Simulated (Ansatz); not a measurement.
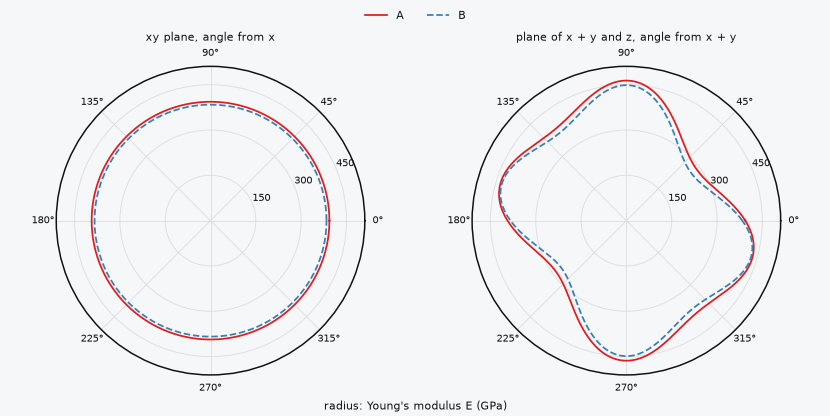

The figure compares two calculations of the directional Young's modulus. The first is for Ta₂C, space group P-3m1 (No. 164).

Structure:
```yaml
crystal:
  lattice:
    - [3.09588, 0.00000, 0.00000]
    - [-1.54794, 2.68111, 0.00000]
    - [0.00000, 0.00000, 4.92020]
  atoms:
    - { symbol: Ta, position: [0.33333, 0.66667, 0.25283] }
    - { symbol: Ta, position: [0.66667, 0.33333, 0.74717] }
    - { symbol: C, position: [0.00000, 0.00000, 0.00000] }
```

Calculation (Ansatz 0.2.0): elastic stress-strain coefficients at zero temperature from small strains of the given cell, Voigt order xx yy zz yz xz xy, Cartesian axes of the cell vectors; plane waves with PAW datasets, Γ-centred k mesh. Level: PBEsol, no spin polarisation.

- wave cutoff: 420 eV
- k mesh: 18×18×10
- occupations: Fermi–Dirac
- smearing width: 0.15 eV
- ions: relaxed
- strain amplitude: 0.005

In the second, the level changes from PBEsol to r2SCAN, and the cell is that level's own (13.81 against 13.61 Å³/atom). The second calculation uses wave cutoff 500.0 eV.

> Which of A and B is the second calculation, and what did the change do?

A. The bulk modulus hardly changes (270.2 and 271.3 GPa), the shear modulus rises from 143.7 to 149.7 GPa (+4.2 %), the least Young's modulus over all directions rises from 249.8 to 271.7 GPa (+8.8 %) and the largest hardly changes (472.9 and 471.5 GPa).

For both, limits of the calculation: metal sensitive to the k mesh.
